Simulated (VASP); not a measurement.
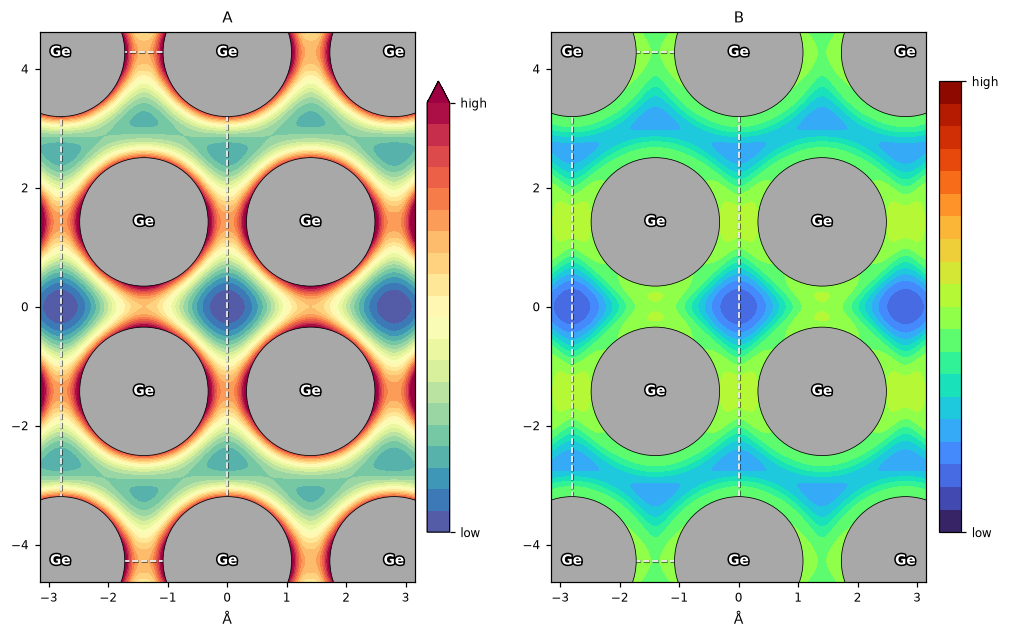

Ge: 2 fields on the (110) plane of the conventional cell, with unlabelled colour scales. Grey discs cover the atomic cores.

Space group P6/mmm; a generated structure, not necessarily the stable one.

Computed with Kohn-Sham DFT of a periodic cell, revPBE, VASP PAW PBE potentials, recommended (VASP).

> Match the panels to the quantities (electron localisation function and valence pseudo-density).

Panel A: valence pseudo-density. Panel B: electron localisation function. From the grid: Ge–Ge (2.80 Å): ρ is about 0.26 e/Å³ halfway; the ELF reaches about 0.55 near the midpoint. Ge–Ge (2.85 Å): ρ is about 0.25 e/Å³ halfway; the ELF is about 0.50 at the midpoint.
